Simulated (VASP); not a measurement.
# ZnS (Wurtzite-2H): structure and properties in VASP

Aim: relax ZnS (Wurtzite-2H), then compute properties on the relaxed cell. The steps: relaxing cell and atoms (LDA), second relaxation, single point with fields (LDA), bands along the symmetry lines (LDA), density of states (LDA), volume scan with LDA, fit for LDA and field gradients at the nuclei (LDA). The start is a cell from a database of measured crystal structures.

Calculated with VASP 6.6.1; LDA; plane waves and PAW (Zn, S).

The database entry behind the starting cell has ideal inner coordinates that were not refined, so it need not match the best structure at ambient conditions.

**1. Set-up**

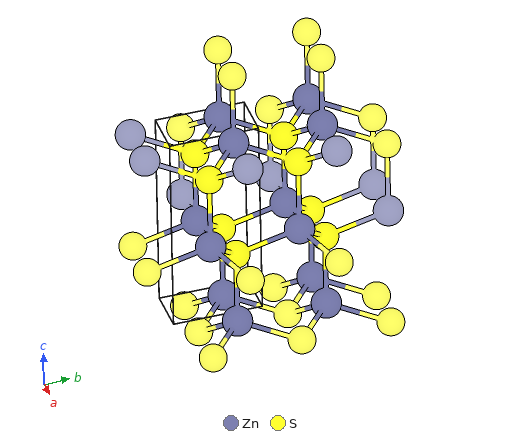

The cell as given, slightly off an axis (zinc blue, sulfur yellow). 2×2×1 cells are drawn. Some periodic images of atoms are drawn too.

**2. Relaxing cell and atoms (LDA)**

Properties are meant for the cell that this level of theory prefers, so cell and atoms are relaxed first (ISIF = 3) until forces and stress are small; EDIFFG sets the threshold. LDA, the lowest rung, knows the local density alone.

Contents of INCAR:

```
SYSTEM = ZnS
PREC = Accurate
ENCUT = 400
EDIFF = 1E-06
NELM = 100
ISMEAR = 0
SIGMA = 0.05
LREAL = .FALSE.
ALGO = Normal
GGA = CA
NBANDS = 24
LORBIT = 11
LWAVE = .FALSE.
LCHARG = .FALSE.
KPAR = 4
IBRION = 2
NSW = 60
ISIF = 3
EDIFFG = -0.01
```

Contents of POSCAR:

```
ZnS
1.0
    3.8180000000      0.0000000000      0.0000000000
   -1.9090000000      3.3064849916      0.0000000000
    0.0000000000      0.0000000000      6.2600000000
Zn S
2 2
Direct
    0.3333333333      0.6666666667      0.0000000000
    0.6666666667      0.3333333333      0.5000000000
    0.3333333333      0.6666666667      0.3750000000
    0.6666666667      0.3333333333      0.8750000000
```

Contents of KPOINTS:

```
Automatic mesh
0
Gamma
6 6 3
0 0 0
```

Potentials, in the order of the species: Zn and S (LDA family, release 64).

The run is started by

```bash
> mpirun -np 4 vasp_std
```

The program printed:

```text
[banner, memory and clock lines left out]
running    4 mpi-ranks, on    1 nodes
 distrk:  each k-point on    1 cores,    4 groups
 distr:  one band on    1 cores,    1 groups

 POSCAR found type information on POSCAR ZnS
 POSCAR found :  2 types and       4 ions
 LDA part: xc-table for (Slater(with rela. corr.)+CA(PZ))
 , standard interpolation
 POSCAR, INCAR and KPOINTS ok, starting setup
 FFT: planning ... GRIDC
 FFT: planning ... GRID_SOFT
 FFT: planning ... GRID
 WAVECAR not read
 entering main loop
       N       E                     dE             d eps       ncg     rms          rms(c)
DAV:   1     0.206670443443E+03    0.20667E+03   -0.14985E+04   672   0.151E+03
DAV:   2     0.126459569171E+01   -0.20541E+03   -0.19805E+03   744   0.322E+02
DAV:   3    -0.168437704414E+02   -0.18108E+02   -0.18031E+02   816   0.101E+02
DAV:   4    -0.171815596678E+02   -0.33779E+00   -0.33762E+00   824   0.147E+01
DAV:   5    -0.171879869911E+02   -0.64273E-02   -0.64268E-02   832   0.188E+00    0.966E+00
DAV:   6    -0.163570733821E+02    0.83091E+00   -0.18771E+00  1008   0.404E+01    0.739E+00
DAV:   7    -0.163507891507E+02    0.62842E-02   -0.14140E+00   744   0.715E+00    0.311E+00
DAV:   8    -0.163324950038E+02    0.18294E-01   -0.61017E-02   920   0.241E+00    0.863E-01
DAV:   9    -0.163316426265E+02    0.85238E-03   -0.11658E-02   912   0.167E+00    0.251E-01
DAV:  10    -0.163317013642E+02   -0.58738E-04   -0.56538E-04   856   0.247E-01    0.147E-01
DAV:  11    -0.163317251610E+02   -0.23797E-04   -0.73308E-05   800   0.124E-01    0.925E-02
DAV:  12    -0.163317209322E+02    0.42288E-05   -0.28743E-05   816   0.109E-01    0.745E-03
DAV:  13    -0.163317212166E+02   -0.28441E-06   -0.15869E-06   512   0.100E-02
   1 F= -.16331721E+02 E0= -.16331721E+02  d E =-.163317E+02
 curvature:   0.00 expect dE= 0.000E+00 dE for cont linesearch  0.000E+00
 trial: gam= 0.00000 g(F)=  0.414E-04 g(S)=  0.188E+00 ort = 0.000E+00 (trialstep = 0.100E+01)
 search vector abs. value=  0.188E+00
 bond charge predicted
       N       E                     dE             d eps       ncg     rms          rms(c)
DAV:   1    -0.193010317338E+02   -0.29693E+01   -0.35434E+01   792   0.996E+01    0.131E+01
DAV:   2    -0.167557906521E+02    0.25452E+01   -0.13353E+01   784   0.969E+01    0.484E+00
DAV:   3    -0.164719118814E+02    0.28388E+00   -0.96550E-01   864   0.172E+01    0.224E+00
DAV:   4    -0.164102084148E+02    0.61703E-01   -0.25738E-01   848   0.370E+00    0.169E+00
DAV:   5    -0.163984604362E+02    0.11748E-01   -0.92721E-03  1088   0.169E+00    0.991E-01
DAV:   6    -0.163906867422E+02    0.77737E-02   -0.94232E-03  1136   0.169E+00    0.260E-01
DAV:   7    -0.163905304721E+02    0.15627E-03   -0.62345E-03   848   0.961E-01    0.120E-01
DAV:   8    -0.163905183226E+02    0.12150E-04   -0.57165E-04   864   0.294E-01    0.640E-02
DAV:   9    -0.163905247987E+02   -0.64762E-05   -0.37540E-05   744   0.665E-02    0.182E-02
DAV:  10    -0.163905240343E+02    0.76438E-06   -0.55064E-07   456   0.213E-02
   2 F= -.16390524E+02 E0= -.16390524E+02  d E =-.588028E-01
[...]
3 F= -.16401883E+02 E0= -.16401883E+02  d E =-.701616E-01
[...]
4 F= -.16401865E+02 E0= -.16401865E+02  d E =-.701442E-01
[...]
5 F= -.16401955E+02 E0= -.16401955E+02  d E =-.899988E-04
[...]
6 F= -.16402012E+02 E0= -.16402012E+02  d E =-.146938E-03
 curvature:  -1.23 expect dE=-0.125E-03 dE for cont linesearch -0.356E-08
 trial: gam= 0.53929 g(F)=  0.568E-05 g(S)=  0.963E-04 ort =-0.580E-06 (trialstep = 0.107E+01)
 search vector abs. value=  0.135E-03
 bond charge predicted
       N       E                     dE             d eps       ncg     rms          rms(c)
DAV:   1    -0.164030727798E+02   -0.10607E-02   -0.18427E-02   808   0.197E+00    0.237E-01
DAV:   2    -0.164022609400E+02    0.81184E-03   -0.40654E-03   816   0.136E+00    0.100E-01
DAV:   3    -0.164021076826E+02    0.15326E-03   -0.24102E-04   816   0.156E-01    0.496E-02
DAV:   4    -0.164020602681E+02    0.47414E-04   -0.58795E-05   792   0.768E-02    0.193E-02
DAV:   5    -0.164020581517E+02    0.21164E-05   -0.16128E-05   856   0.481E-02    0.607E-03
DAV:   6    -0.164020583660E+02   -0.21430E-06   -0.46402E-06   600   0.261E-02
   7 F= -.16402058E+02 E0= -.16402058E+02  d E =-.460243E-04
 trial-energy change:   -0.000046  1 .order   -0.000061   -0.000109   -0.000012
 step:   1.2064(harm=  1.2064)  dis= 0.00042  next Energy=   -16.402074 (dE=-0.613E-04)
 reached required accuracy - stopping structural energy minimisation
```

Elapsed: 13 s, on 4 MPI ranks of Intel Xeon 6975P-C (Granite Rapids), shared host; peak memory 0.64 GiB.

Lines that name or quote the potential files are left out of all logs, and their timing lines are given in words.

Parts of OUTCAR (step 2):

```text
ion  position               nearest neighbor table
   1  0.333  0.667  0.000-   4 2.34   4 2.34   4 2.34   3 2.35
   2  0.667  0.333  0.500-   3 2.34   3 2.34   3 2.34   4 2.35
   3  0.333  0.667  0.375-   2 2.34   2 2.34   2 2.34   1 2.35
   4  0.667  0.333  0.875-   1 2.34   1 2.34   1 2.34   2 2.35

  LATTYP: Found a hexagonal cell.
 ALAT       =     3.8180000000
 C/A-ratio  =     1.6396018858

 Subroutine GETGRP returns: Found 12 space group operations
 (whereof  6 operations were pure point group operations)

The static configuration has the point symmetry C_3v.
 The point group associated with its full space group is C_6v.

 Found     14 irreducible k-points:

   k-points           NKPTS =     14   k-points in BZ     NKDIM =     14   number of bands    NBANDS=     24

   dimension x,y,z NGX =    28 NGY =   28 NGZ =   42
   dimension x,y,z NGXF=    56 NGYF=   56 NGZF=   84

   ENCUT  =  400.0 eV  29.40 Ry    5.42 a.u.   6.23  6.23 10.21*2*pi/ulx,y,z

   NELECT =      36.0000    total number of electrons

 k-points in reciprocal lattice and weights: Automatic mesh
   0.00000000  0.00000000  0.00000000       0.009
   0.16666667  0.00000000  0.00000000       0.056
   0.33333333  0.00000000  0.00000000       0.056
   0.50000000  0.00000000  0.00000000       0.028
   0.16666667  0.16666667  0.00000000       0.056
   0.33333333  0.16666667  0.00000000       0.111
   0.33333333  0.33333333  0.00000000       0.019
   0.00000000  0.00000000  0.33333333       0.019
   0.16666667  0.00000000  0.33333333       0.111
[...]
0.33333333  0.16666667  0.33333333       0.222
   0.33333333  0.33333333  0.33333333       0.037

 average (electrostatic) potential at core
       1 -37.0512       2 -37.0512       3 -88.7530       4 -88.7530

 E-fermi :   2.8134

 k-point     1 :       0.0000    0.0000    0.0000
  band No.  band energies     occupation
    ...
     14       1.5415      2.00000
     15       1.5415      2.00000
     16       2.4282      2.00000
     17       2.5310      2.00000
     18       2.5310      2.00000
     19       4.7534      0.00000
     20       5.5473      0.00000
     21       8.6521      0.00000
     22       8.6521      0.00000
     23       8.9004      0.00000
    ...

 k-point     2 :       0.1667    0.0000    0.0000
  band No.  band energies     occupation
    ...
     14       0.2023      2.00000
     15       1.1011      2.00000
     16       1.1328      2.00000
     17       2.1527      2.00000
     18       2.2803      2.00000
     19       5.9173      0.00000
     20       6.5174      0.00000
     21       8.1480      0.00000
     22       9.1446      0.00000
     23       9.1753      0.00000
    ...

 k-point     3 :       0.3333    0.0000    0.0000
  band No.  band energies     occupation
    ...
     14      -1.3965      2.00000
     15      -0.6735      2.00000
     16       0.3804      2.00000
     17       1.3246      2.00000
     18       1.7861      2.00000
     19       6.1841      0.00000
     20       6.7300      0.00000
     21       7.9248      0.00000
     22       9.1952      0.00000
     23       9.3853      0.00000
    ...

  Total       -0.0085262     -0.0085262     -0.0084560      0.0000000      0.0000000      0.0000000
  in kB       -0.1836831     -0.1836831     -0.1821702      0.0000000      0.0000000      0.0000000
  external PRESSURE =      -0.1831788 kB  Pullay stress =       0.0000000 kB

  energy-cutoff  :      400.00
  volume of cell :       74.37
      direct lattice vectors                 reciprocal lattice vectors
     3.738895067  0.000000000  0.000000000     0.267458696  0.154417350 -0.000000000
    -1.869447533  3.237978110 -0.000000000     0.000000000  0.308834701 -0.000000000
     0.000000000  0.000000000  6.142995177     0.000000000  0.000000000  0.162787040

 POSITION                                       TOTAL-FORCE (eV/Angst)
 -----------------------------------------------------------------------------------
     -0.00000      2.15865      0.00367        -0.000000     -0.000000     -0.000072
      1.86945      1.07933      3.07517        -0.000000     -0.000000     -0.000072
     -0.00000      2.15865      2.29995         0.000000      0.000000      0.000072
      1.86945      1.07933      5.37145         0.000000      0.000000      0.000072
 -----------------------------------------------------------------------------------
    total drift:                               -0.000001     -0.000001     -0.000041

  FREE ENERGIE OF THE ION-ELECTRON SYSTEM (eV)
  ---------------------------------------------------
  free  energy   TOTEN  =       -16.4020583660 eV

  energy  without entropy=      -16.4020583660  energy(sigma->0) =      -16.40205837

 reached required accuracy - stopping structural energy minimisation

 total charge
# of ion       s       p       d       tot
------------------------------------------
    1        0.548   0.540   9.805  10.893
    2        0.548   0.540   9.805  10.893
    3        1.312   2.445   0.000   3.756
    4        1.312   2.445   0.000   3.756
--------------------------------------------------
tot          3.720   5.969  19.610  29.299

[... 3 further parts left out ...]
```

CONTCAR:

```
ZnS
   1.00000000000000
     3.7388950666126379    0.0000000000000000    0.0000000000000000
    -1.8694475333063190    3.2379781097249030   -0.0000000000000000
     0.0000000000000000    0.0000000000000000    6.1429951770414695
  Zn              S
     2     2
Direct
     0.3333333332999970    0.6666666667000030    0.0005974774108313
     0.6666666667000030    0.3333333332999970    0.5005974774108314
     0.3333333332999970    0.6666666667000030    0.3744025225891687
     0.6666666667000030    0.3333333332999970    0.8744025225891686
```

The gap is read on the k-mesh alone, so it is an upper bound where the band edges lie off the mesh. The run keeps the 12 symmetry operations of its start, so it cannot find a distortion of lower symmetry.

The steps of the relaxation:

| step | energy less that of the first step (eV) | largest force (eV/Å) | pressure (GPa) | volume (Å³) |
| --- | --- | --- | --- | --- |
| 1 | 0.0000 | 0.0146 | -4.62 | 79.03 |
| 2 | -0.0588 | 0.0267 | 1.90 | 72.69 |
| 3 | -0.0702 | 0.0237 | 0.00 | 74.39 |
| 4 | -0.0701 | 0.0236 | -0.05 | 74.48 |
| 5 | -0.0702 | 0.0126 | -0.08 | 74.48 |
| 6 | -0.0703 | 0.0054 | -0.08 | 74.47 |
| 7 | -0.0703 | 0.0001 | -0.02 | 74.37 |

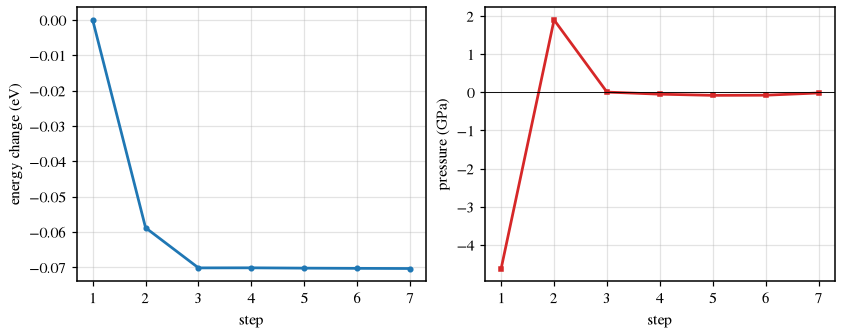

Energy and pressure along the relaxation.

| conventional cell, symmetrised | before | after | change |
| --- | --- | --- | --- |
| a (Å) | 3.818 | 3.739 | -2.1 % |
| b (Å) | 3.818 | 3.739 | -2.1 % |
| c (Å) | 6.260 | 6.143 | -1.9 % |
| volume (Å³/atom) | 19.76 | 18.59 | -5.9 % |

The relaxed structure:

```cif
data_structure
_symmetry_space_group_name_H-M 'P 1'
_symmetry_Int_Tables_number 1
_cell_length_a 3.7389
_cell_length_b 3.7389
_cell_length_c 6.1430
_cell_angle_alpha 90.000
_cell_angle_beta 90.000
_cell_angle_gamma 120.000
_cell_volume 74.37
loop_
_atom_site_label
_atom_site_type_symbol
_atom_site_fract_x
_atom_site_fract_y
_atom_site_fract_z
_atom_site_occupancy
Zn1 Zn 0.33333 0.66667 0.00060 1
Zn2 Zn 0.66667 0.33333 0.50060 1
S3 S 0.33333 0.66667 0.37440 1
S4 S 0.66667 0.33333 0.87440 1
```

A gap read on the k-mesh alone can miss the band edges.

This step gave:

- electrons: 36
- bands: 24
- irreducible k-points: 14
- symmetry operations: 12
- free energy (TOTEN): -16.40 eV
- Fermi energy: 2.813 eV
- pressure: -0.01832 GPa
- metallic: no
- valence top at k: 0, 0, 0
- conduction bottom at k: 0, 0, 0
- least direct gap at k: 0, 0, 0
- SCF cycles over all ionic steps: 54
- gap on the k-mesh: 2.222 eV
- least direct gap on the k-mesh: 2.222 eV

It ends with forces under 0.001 eV/Å and a pressure of -0.02 GPa. The volume lies -5.9 % from that of the database's start, which holds the thermal and zero-point expansion of its experiment. LDA is known to overbind.

**3. Second relaxation**

A relaxation keeps the plane waves of the cell it began with, so it is repeated from the new cell, on a basis made for it.

INCAR is that of step 2.

Contents of POSCAR:

```
ZnS
1.0
    3.7388950666      0.0000000000      0.0000000000
   -1.8694475333      3.2379781097      0.0000000000
    0.0000000000      0.0000000000      6.1429951770
Zn S
2 2
Direct
    0.3333333333      0.6666666667      0.0005974774
    0.6666666667      0.3333333333      0.5005974774
    0.3333333333      0.6666666667      0.3744025226
    0.6666666667      0.3333333333      0.8744025226
```

KPOINTS is that of step 2.

The run is started by

```bash
> mpirun -np 4 vasp_std
```

The program printed:

```text
[... set-up lines as in an earlier step ...]
 entering main loop
       N       E                     dE             d eps       ncg     rms          rms(c)
DAV:   1     0.210705732724E+03    0.21071E+03   -0.15100E+04   672   0.154E+03
DAV:   2     0.668622002451E+00   -0.21004E+03   -0.20436E+03   720   0.328E+02
DAV:   3    -0.169482821983E+02   -0.17617E+02   -0.17537E+02   856   0.102E+02
DAV:   4    -0.172680603145E+02   -0.31978E+00   -0.31960E+00   784   0.142E+01
DAV:   5    -0.172743468615E+02   -0.62865E-02   -0.62860E-02   848   0.190E+00    0.109E+01
DAV:   6    -0.164226231774E+02    0.85172E+00   -0.19143E+00   992   0.422E+01    0.817E+00
DAV:   7    -0.164180792888E+02    0.45439E-02   -0.16365E+00   792   0.772E+00    0.329E+00
DAV:   8    -0.163961191471E+02    0.21960E-01   -0.62353E-02   904   0.223E+00    0.976E-01
DAV:   9    -0.163947837546E+02    0.13354E-02   -0.16503E-02   936   0.165E+00    0.281E-01
DAV:  10    -0.163948236209E+02   -0.39866E-04   -0.52936E-04   856   0.292E-01    0.163E-01
DAV:  11    -0.163948444092E+02   -0.20788E-04   -0.69250E-05   816   0.926E-02    0.846E-02
DAV:  12    -0.163948418793E+02    0.25299E-05   -0.12396E-05   920   0.479E-02    0.889E-03
DAV:  13    -0.163948420317E+02   -0.15233E-06   -0.45685E-07   448   0.473E-03
   1 F= -.16394842E+02 E0= -.16394842E+02  d E =-.163948E+02
 curvature:   0.00 expect dE= 0.000E+00 dE for cont linesearch  0.000E+00
 trial: gam= 0.00000 g(F)=  0.168E-11 g(S)=  0.253E-05 ort = 0.000E+00 (trialstep = 0.100E+01)
 search vector abs. value=  0.253E-05
 reached required accuracy - stopping structural energy minimisation
```

The job ended after 2.8 s (4 MPI ranks; peak memory 0.53 GiB).

From OUTCAR (step 3):

```text
  LATTYP: Found a hexagonal cell.
 ALAT       =     3.7388950666
 C/A-ratio  =     1.6429974812

 Found     14 irreducible k-points:

   dimension x,y,z NGX =    24 NGY =   24 NGZ =   40
   dimension x,y,z NGXF=    48 NGYF=   48 NGZF=   80

   ENCUT  =  400.0 eV  29.40 Ry    5.42 a.u.   6.10  6.10 10.02*2*pi/ulx,y,z

   NELECT =      36.0000    total number of electrons

 E-fermi :   2.8134

 k-point     1 :       0.0000    0.0000    0.0000
  band No.  band energies     occupation
    ...
     14       1.5416      2.00000
     15       1.5416      2.00000
     16       2.4284      2.00000
     17       2.5312      2.00000
     18       2.5312      2.00000
     19       4.7532      0.00000
     20       5.5471      0.00000
     21       8.6520      0.00000
     22       8.6520      0.00000
     23       8.9003      0.00000
    ...

 k-point     2 :       0.1667    0.0000    0.0000
  band No.  band energies     occupation
    ...
     14       0.2024      2.00000
     15       1.1012      2.00000
     16       1.1329      2.00000
     17       2.1529      2.00000
     18       2.2805      2.00000
     19       5.9171      0.00000
     20       6.5173      0.00000
     21       8.1479      0.00000
     22       9.1445      0.00000
     23       9.1753      0.00000
    ...

  Total       -0.0100574     -0.0100574      0.0027764      0.0000000     -0.0000000      0.0000000
  in kB       -0.2166692     -0.2166692      0.0598138      0.0000000     -0.0000000      0.0000000
  external PRESSURE =      -0.1245082 kB  Pullay stress =       0.0000000 kB

  energy-cutoff  :      400.00
  volume of cell :       74.37
      direct lattice vectors                 reciprocal lattice vectors
     3.738895067  0.000000000  0.000000000     0.267458696  0.154417350  0.000000000
    -1.869447533  3.237978110  0.000000000     0.000000000  0.308834701  0.000000000
     0.000000000  0.000000000  6.142995177     0.000000000  0.000000000  0.162787040

 POSITION                                       TOTAL-FORCE (eV/Angst)
 -----------------------------------------------------------------------------------
     -0.00000      2.15865      0.00367        -0.000000      0.000000     -0.000003
      1.86945      1.07933      3.07517         0.000000     -0.000000     -0.000003
     -0.00000      2.15865      2.29995         0.000000      0.000000      0.000003
      1.86945      1.07933      5.37145        -0.000000     -0.000000      0.000003
 -----------------------------------------------------------------------------------
    total drift:                               -0.000000     -0.000001      0.000506

  FREE ENERGIE OF THE ION-ELECTRON SYSTEM (eV)
  ---------------------------------------------------
  free  energy   TOTEN  =       -16.3948420317 eV

  energy  without entropy=      -16.3948420317  energy(sigma->0) =      -16.39484203

 total charge
# of ion       s       p       d       tot
------------------------------------------
    1        0.548   0.540   9.804  10.893
    2        0.548   0.540   9.804  10.893
    3        1.312   2.444   0.000   3.756
    4        1.312   2.444   0.000   3.756
--------------------------------------------------
tot          3.720   5.968  19.608  29.297

[... 4 parts as in an earlier step ...]

[... 7 further parts left out ...]
```

Little changed from the start: no atom moved by 0.005 Å and no cell edge by 0.1 %.

Numbers from this step:

- free energy (TOTEN): -16.39 eV
- pressure: -0.01245 GPa
- SCF cycles over all ionic steps: 13

It ends with forces under 0.001 eV/Å and a pressure of -0.01 GPa. The volume moved by under 0.01 %: the run met its threshold at the first step.

[end of part 1 of 4]

[Lines on the potential files, build, host, timing and source positions are cut from VASP's logs without a mark.]

[Logs are printed without paths, hosts, clocks, repeated set-up lines and the standing remarks that a program may print on its own settings, such as how far it seeks lower states.]

[Hosts, paths, dates, database ids (printed as entryN), source tags and the programs' standing remarks are cut or masked in the printed files.]

[A measured line is paired with the nearest computed mode of its activity, which favours agreement.]
